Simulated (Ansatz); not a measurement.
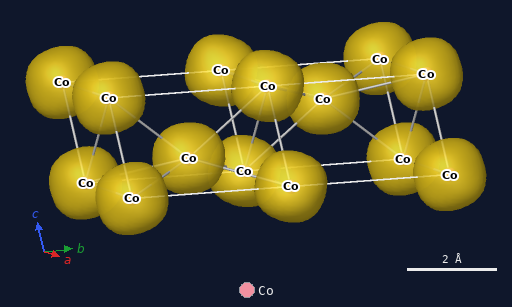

Figure. Co. Isosurface of the spin density (up minus down) at +0.1 e/Å³ (yellow), seen slightly off an axis. Sticks mark near contacts.

Space group P2₁/m; a structure from a database of computed crystals, not necessarily the ambient phase; spin-polarised.

These are results of Ansatz, DFT PBEsol, scalar-relativistic, plane waves, PAW, not measurements.

Q: Where is the spin, and how is it ordered?

A: The spin density sits on Co: +1.7 μB (×4) in one cell of 4 atoms: parallel main moments (a ferromagnetic arrangement) in this solution. The cell of the calculation (4 atoms) carries 6.4 μB of net spin moment.
